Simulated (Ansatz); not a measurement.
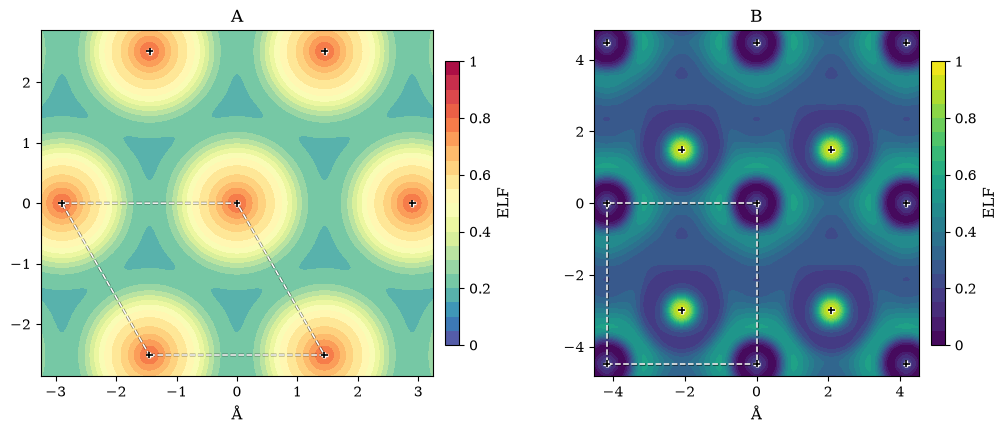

The electron localisation function of 2 systems, each on a plane through atoms (crosses mark nuclei in the plane).

The calculation used DFT PBEsol, scalar-relativistic, plane waves, PAW in Ansatz 0.2.0.

System 1: Au, the (001) plane of the calculation cell. Space group R-3m; changed on purpose from its base cell (all atoms moved at random, sigma 0.05 A a component, cell strained at random, sigma 0.06; relaxed back).

```cif
data_structure
_symmetry_space_group_name_H-M 'P 1'
_symmetry_Int_Tables_number 1
_cell_length_a 2.8976
_cell_length_b 2.9000
_cell_length_c 4.9673
_cell_angle_alpha 107.028
_cell_angle_beta 89.941
_cell_angle_gamma 119.941
_cell_volume 34.05
loop_
_atom_site_label
_atom_site_type_symbol
_atom_site_fract_x
_atom_site_fract_y
_atom_site_fract_z
_atom_site_occupancy
Au1 Au 0.25001 0.50000 0.75000 1
Au2 Au 0.74999 0.50000 0.25000 1
```

System 2: AlCu₃, the (010) plane of the conventional cell. Space group Pmmn; a structure from a database of computed crystals, not necessarily the ambient phase; computed without spin polarisation.

### Which map belongs to which system?

Panel A is system 1, Au: the plane holds Au. Au–Au (2.90 Å): the ELF is about 0.20 at the midpoint (no localised pair shows between them). Panel B is system 2, AlCu₃: the plane holds Al and Cu. Al–Cu (2.56 Å): the ELF is about 0.40 at the midpoint.
